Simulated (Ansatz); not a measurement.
Crystal: Tl, coordinates from a relaxation at a target pressure of 1 GPa with DFT PBE+D3(BJ), scalar-relativistic, plane waves, PAW in Ansatz.

```yaml
crystal:
  lattice:
    - [3.49906, 0.00000, 0.00000]
    - [-1.74953, 3.03028, 0.00000]
    - [0.00000, 0.00000, 5.42824]
  atoms:
    - { symbol: Tl, position: [0.33333, 0.66667, 0.25000] }
    - { symbol: Tl, position: [0.66667, 0.33333, 0.75000] }
```

What does its first Brillouin zone look like, and which path through it is standard?

It has a primitive hexagonal lattice (hP; extended symbol hP2). The zone is a hexagonal prism in its combinatorial type: 8 faces (6 with 4 edges, 2 with 6 edges), 18 edges, 12 vertices. Path: Γ–M–K–Γ–A–L–H–A | L–M | H–K.

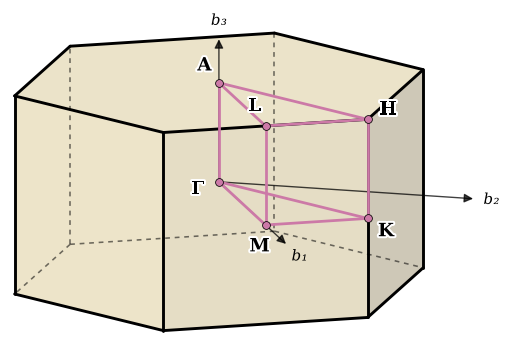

Labels and path follow the convention of Hinuma et al. (2017), as computed by seekpath; the arrows show the directions of the reciprocal primitive vectors b₁, b₂, b₃, in which coordinates are given; lengths include the factor 2π.

| point | k₁ | k₂ | k₃ | length of k (1/Å) |
| --- | --- | --- | --- | --- |
| Γ | 0 | 0 | 0 | 0.000 |
| A | 0 | 0 | 1/2 | 0.579 |
| K | 1/3 | 1/3 | 0 | 1.197 |
| H | 1/3 | 1/3 | 1/2 | 1.330 |
| M | 1/2 | 0 | 0 | 1.037 |
| L | 1/2 | 0 | 1/2 | 1.187 |
